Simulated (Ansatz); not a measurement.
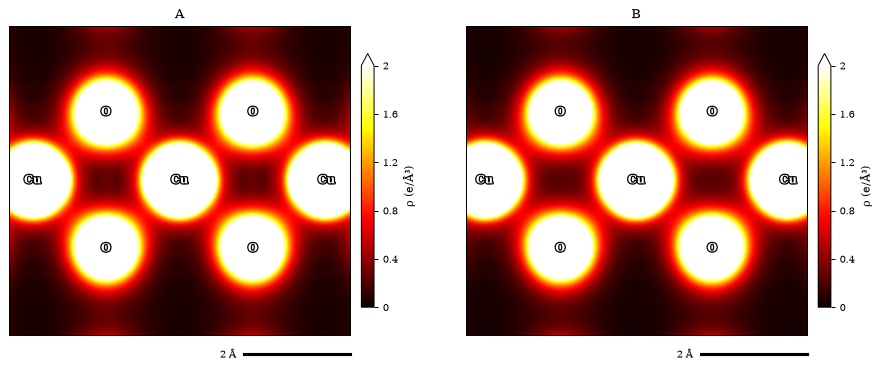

CuO. The valence charge density (pseudo) of two cells that differ in size and shape, on the (010) plane of each (indices in the axes of the calculation cell), at one length scale and on one colour scale: B has 10.5 Å³ an atom and A 9.9.

The calculation used DFT PBE, scalar-relativistic, plane waves, PAW (Ansatz 0.2.0).

In a PAW calculation such maps are meaningful between the atoms, not at the nuclei.

The larger cell:

```cif
data_structure
_symmetry_space_group_name_H-M 'P 1'
_symmetry_Int_Tables_number 1
_cell_length_a 2.8639
_cell_length_b 2.8639
_cell_length_c 5.1334
_cell_angle_alpha 90.009
_cell_angle_beta 90.009
_cell_angle_gamma 89.899
_cell_volume 42.10
loop_
_atom_site_label
_atom_site_type_symbol
_atom_site_fract_x
_atom_site_fract_y
_atom_site_fract_z
_atom_site_occupancy
Cu1 Cu 0.00000 0.50000 0.00000 1
Cu2 Cu 0.50000 0.00000 0.50000 1
O1 O 0.50007 0.49993 0.25000 1
O2 O 0.49993 0.50007 0.75000 1
```

The smaller cell: a = 2.770 Å, b = 2.770 Å, c = 5.137 Å, α = 90.01°, β = 90.01°, γ = 89.83°.

**What does the compression do to the bonding and the properties?**

From the larger cell to the smaller, Cu–O goes from 1.92 to 1.89 Å, and the density at its midpoint from 0.69 to 0.75 e/Å³; the pressure goes from 10 to 22 GPa.
